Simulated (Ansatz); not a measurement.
Si₂W₃

```
Si W
1.0
     0.00000   -6.63003    0.00000
     0.00000    0.00000   -3.31232
    13.26007    0.00000    0.00000
Si W
8 12
Direct
  0.36577 0.00000 0.06712
  0.36577 0.00000 0.56712
  0.63423 0.00000 0.43288
  0.63423 0.00000 0.93288
  0.13423 0.00000 0.31712
  0.13423 0.00000 0.81712
  0.86577 0.00000 0.18288
  0.86577 0.00000 0.68288
  0.50000 0.00000 0.25000
  0.50000 0.00000 0.75000
  0.00000 0.00000 0.50000
  0.00000 0.00000 0.00000
  0.84049 0.50000 0.32976
  0.84049 0.50000 0.82976
  0.15951 0.50000 0.17024
  0.15951 0.50000 0.67024
  0.65951 0.50000 0.07976
  0.65951 0.50000 0.57976
  0.34049 0.50000 0.42024
  0.34049 0.50000 0.92024
```

Space group P4/mbm; a structure from a database of computed crystals, not necessarily the ambient phase.

Theory: DFT PBE, scalar-relativistic, plane waves, PAW (Ansatz 0.2.0).

Predict the valence pseudo-density and electron localisation function between the atoms.

Si–Si (2.52 Å): ρ is about 0.37 e/Å³ halfway; the ELF peaks at about 0.50 in the valence shell of Si, 1.0 Å from its nucleus, and is about 0.50 at the midpoint.

Does the calculation give a band gap?

It is metallic or semimetallic at this level of theory: no gap opens.

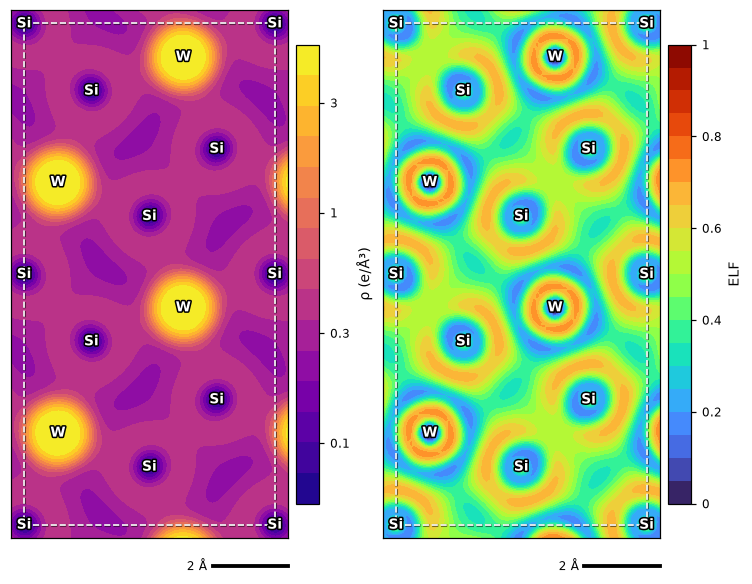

Computed valence pseudo-density and electron localisation function on the (010) plane of the calculation cell, in this order. 

In a PAW calculation such maps are meaningful between the atoms, not at the nuclei.
